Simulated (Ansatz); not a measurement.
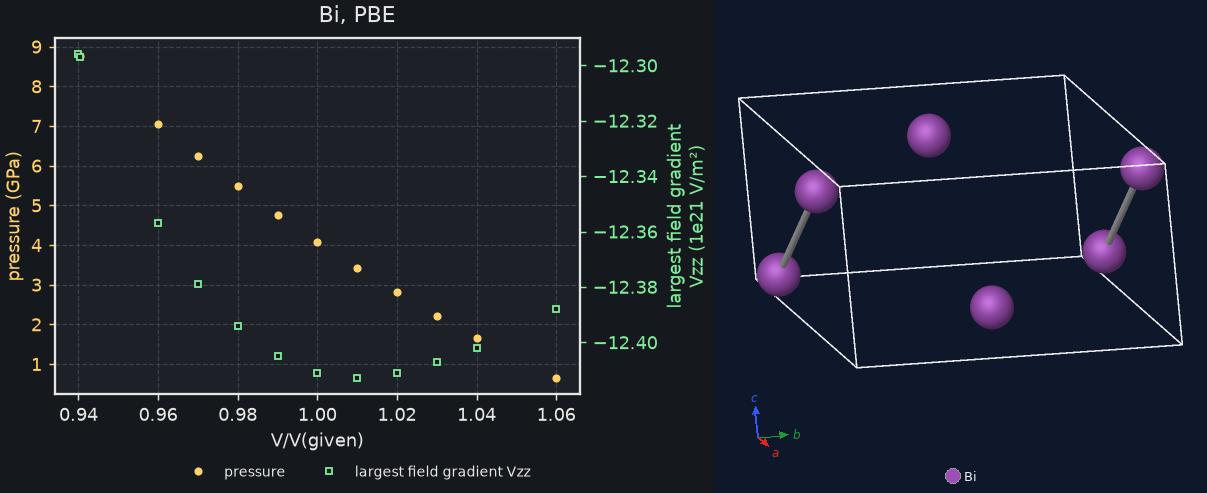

The figure shows the pressure and largest field gradient Vzz against V/V(given) for Bi, space group C2/m (No. 12). The conventional cell is drawn beside the plot.

Cell as given: a = 4.524 Å, b = 4.524 Å, c = 3.300 Å, α = 104.90°, β = 104.90°, γ = 84.97°; 2 atoms.

Calculation (Ansatz 0.2.0): periodic Kohn-Sham DFT of a crystal at fixed atoms, scaled to the stated factor times the given cell; pressure positive in compression. Level: PBE, no spin-orbit coupling.

| setting | value |
| --- | --- |
| method | frozen-core PAW |
| relativity | scalar |
| k mesh | 8×8×11 |
| occupations | Fermi–Dirac |
| smearing width | 0.05 eV |
| wave cutoff | 420 eV |
| PAW set | soft_2 |

V(given) is 31.53 Å³/atom.

Read off the course of the pressure.

It falls from 8.807 GPa at V/V(given) 0.9400 to 0.642 GPa at 1.0600.

How does the largest field gradient Vzz vary with V/V(given)?

It goes from −12.296 1e21 V/m² at V/V(given) 0.9400 to −12.388 1e21 V/m² at 1.0600, not monotonically, with a low of −12.413 1e21 V/m² at 1.0100.

Caveats: field gradient without spin-orbit coupling on heavy atoms; no gap: field gradients move with the k mesh; no spin-orbit coupling on heavy atoms; the volumes run don't bracket the minimum of the energy, so any equilibrium value is extrapolated; shape and atomic fractions are frozen while scaling, which makes layered, chain and framework solids too stiff.

The computed values:

| V/V(given) | pressure (GPa) | largest field gradient Vzz (1e21 V/m²) |
| --- | --- | --- |
| 0.9400 | 8.807 | −12.296 |
| 0.9405 | 8.761 | −12.297 |
| 0.9600 | 7.057 | −12.357 |
| 0.9700 | 6.251 | −12.379 |
| 0.9800 | 5.486 | −12.394 |
| 0.9900 | 4.761 | −12.405 |
| 1.0000 | 4.074 | −12.411 |
| 1.0100 | 3.423 | −12.413 |
| 1.0200 | 2.806 | −12.411 |
| 1.0300 | 2.221 | −12.407 |
| 1.0400 | 1.666 | −12.402 |
| 1.0600 | 0.642 | −12.388 |
